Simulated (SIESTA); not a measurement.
# A series of single points on KF

System: KF (Fm-3m, 2 atoms in the cell).
Method: Kohn-Sham DFT of a periodic cell, PBE, PseudoDojo 0.4 standard, converted to PSML, no spin polarisation (SIESTA 5.4.2).

The 7 runs differ only in the geometry, by an even scaling of the cell at fixed fractional positions. The structure derives from an entry of the Crystallography Open Database.

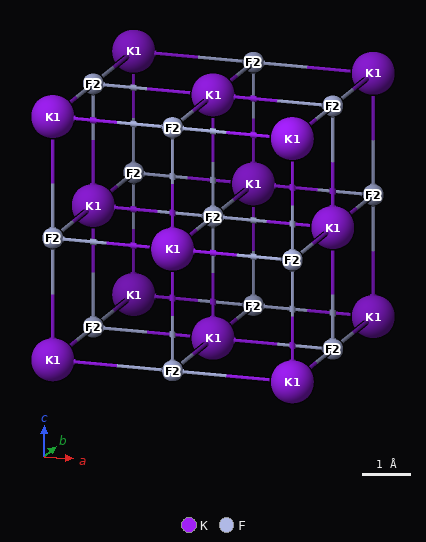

Figure 1. The structure of run 4 (ball-and-stick view of the cell 4 times as large as that of the calculation, set on its symmetry axes, seen slightly off an axis; atoms are numbered from 1 in the order of the input). An atom can appear more than once, as a periodic image.

### Input of run 4
```
SystemName                      Carobbiite
SystemLabel                     KF
NumberOfSpecies                 2
NumberOfAtoms                   2
%block ChemicalSpeciesLabel
  1  19 K
  2   9 F
%endblock ChemicalSpeciesLabel

LatticeConstant                 1.0 Ang
%block LatticeVectors
     0.0000000000     2.6718500000     2.6718500000
     2.6718500000     0.0000000000     2.6718500000
     2.6718500000     2.6718500000     0.0000000000
%endblock LatticeVectors
AtomicCoordinatesFormat         Fractional
%block AtomicCoordinatesAndAtomicSpecies
     0.0000000000     0.0000000000     0.0000000000  1  K
     0.5000000000     0.5000000000     0.5000000000  2  F
%endblock AtomicCoordinatesAndAtomicSpecies

%block kgrid.MonkhorstPack
    9   0   0  0.0
    0   9   0  0.0
    0   0   9  0.0
%endblock kgrid.MonkhorstPack
XC.Functional                   GGA
XC.Authors                      PBE
PAO.BasisSize                   DZP
PAO.EnergyShift                 0.003 Ry
Mesh.Cutoff                     800 Ry
OccupationFunction              FD
ElectronicTemperature           0.05 eV
MaxSCFIterations                120
SCF.MustConverge                false
SCF.Mixer.Method                Pulay
SCF.Mixer.Weight                0.25
SCF.Mixer.History               8
SCF.DM.Tolerance                5.0e-05
SCF.H.Tolerance                 1.0e-03 eV
WriteForces                     true
Charge.Mulliken                 end
Charge.Hirshfeld                end
Charge.Voronoi                  end
SaveRho                         true
SaveElectrostaticPotential      true
%block PAO.Basis
  K 5
  n=3 0 2
    3.889 0.000
  n=4 0 2
    9.500 0.000
  n=3 1 2
    4.612 0.000
  n=4 1 1
    9.500
  n=3 2 1
    7.000
%endblock PAO.Basis
```

Command:
```bash
siesta KF.fdf > KF.out 2>&1
```

Lattice vectors (Å) and fractional positions of run 4:
```
   0.000000    2.671850    2.671850
   2.671850    0.000000    2.671850
   2.671850    2.671850    0.000000
K   0.000000  0.000000  0.000000
F   0.500000  0.500000  0.500000
```

Run 6 has the same physical settings and fractional positions; its lattice vectors (Å) are:
```
   0.000000    2.707010    2.707010
   2.707010    0.000000    2.707010
   2.707010    2.707010    0.000000
```

### Results, with one run withheld

| run | volume per atom (Å³) | free energy per atom, from the lowest run given (meV) | pressure (GPa) | gap on the mesh (eV) |
| --- | --- | --- | --- | --- |
| 1 | 17.929 | 16.69 | 3.61 | 6.50 |
| 2 | 18.311 | 9.36 | 2.56 | 6.38 |
| 3 | 18.692 | 4.29 | 1.72 | 6.27 |
| 4 | 19.074 | 1.22 | 0.87 | 6.16 |
| 5 | 19.455 | 0.00 | 0.17 | 6.06 |
| 6 | 19.837 | ? | ? | ? |
| 7 | 20.218 | 2.09 | −1.05 | 5.86 |

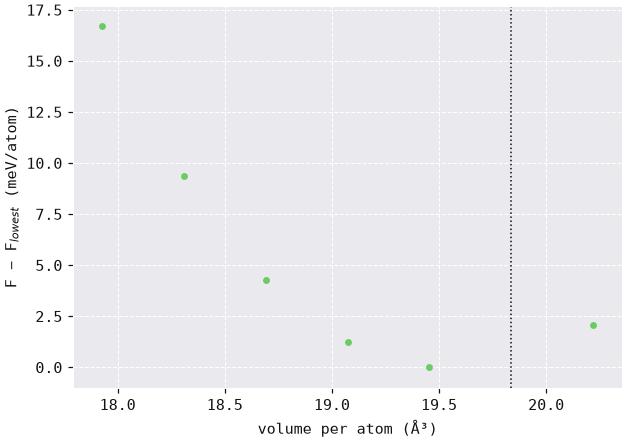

Figure 2. Free energy per atom of the runs given; the dotted line marks run 6.

What should run 6 give?

A cubic polynomial in V^(−2/3) (the Birch–Murnaghan form), fitted to the 6 runs given, misses them by at most 0.02 meV per atom. With x = V^(−2/3) − 0.14083 Å⁻², it reads F = 2.2283 + 1504.7 x + 2.4872e+05 x² + 8.507e+05 x³ (meV per atom). At run 6 it gives 0.33 meV per atom, and the run itself gives 0.31. The slope of the fit gives a pressure −dF/dV of −0.45 GPa there, and the run prints −0.44 GPa. The fit has its minimum at 19.558 Å³ per atom, where V d²F/dV² gives 33.3 GPa: the bulk modulus at this level, since symmetry fixes the shape and the positions. The gap on the mesh goes, without turning, from 6.50 eV in run 1 to 5.86 eV in run 7; run 6 has 5.96 eV. These are gaps of this functional on this mesh, which can miss the band edges; they aren't the measured gap.

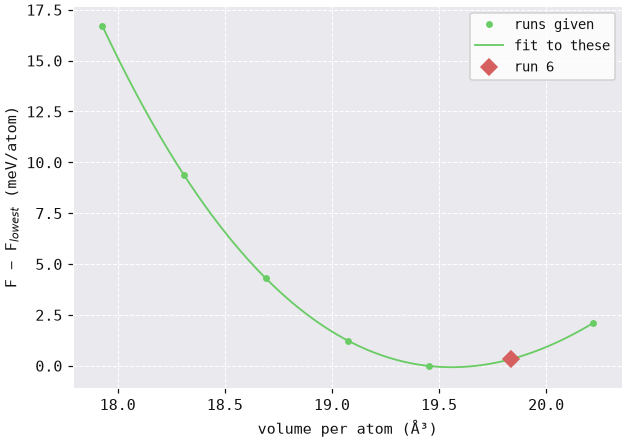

Figure 3. The fit and the withheld run.

### Some lines of the output (run 6)
```
[...]
outcell: Cell volume (Ang**3)        :     39.6734
stepf: Fermi-Dirac step function
siesta: Etot    =     -1490.222663
siesta: FreeEng =     -1490.222663
        iscf     Eharris(eV)        E_KS(eV)     FreeEng(eV)     dDmax    Ef(eV) dHmax(eV)
siesta: E_KS(eV) =            -1491.6126
siesta: E_KS - E_eggbox =     -1491.6126
siesta: Etot    =     -1491.612650
siesta: FreeEng =     -1491.612650
siesta:         Fermi =      -7.687154
siesta: Cell volume =         39.673412 Ang**3
    Orbital volume contribution        =           2.275989 eV
```

Notes: Points of doubt noted for this run: mulliken charges of long orbitals. With a small basis of atomic orbitals these values can differ much from converged plane-wave results.
